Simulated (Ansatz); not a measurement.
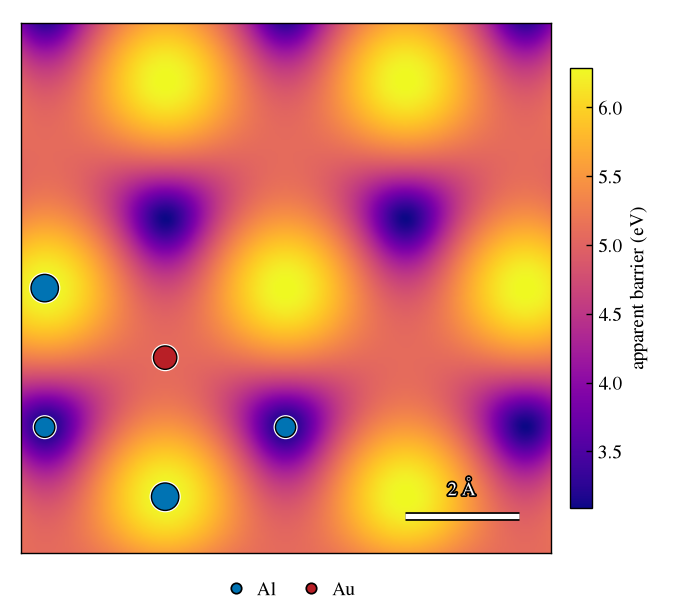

Map of the apparent barrier height, 0.952 eV Å² × (d ln I/dz)², 3.0 Å above Al2Au(111) (Fm-3m bulk, 12 atomic planes (those closer than 0.6 Å count as one), 12 Å, Al-terminated) at −0.25 V; lighter colours are higher.

Model: Tersoff–Hamann, s-wave tip, no tip–sample forces. Bias windows are sharp sums over the levels of the k mesh.

All numbers here come from DFT PBE, scalar-relativistic, plane waves, PAW in Ansatz 0.2.0. Cutoff 420 eV, 18 × 18 k-points, Gaussian smearing 0.1 eV, dipole correction. The slab is a cut without reconstruction beyond its cell, at the source's lattice constants, with its lower half held fixed and the rest relaxed. No spin polarisation. Spin–orbit coupling is left out; with Au it can shift levels and gaps. The run couldn't confirm all of its levels under its output density. The run warns that the functional's potential is rough in the thin density of the vacuum, where the tip is; weak contrasts and barriers may feel it.

Where is the apparent barrier highest and lowest, and over what range?

It is highest, 6.3 eV, over the top Al atoms, and lowest, 3.1 eV, over the sites above the Al atoms 1.7 Å below the top plane. The vacuum level lies 4.23 eV above zero bias. The high values lie on or round the bright spots: there the density falls fastest, as the corrugation dies out with height.
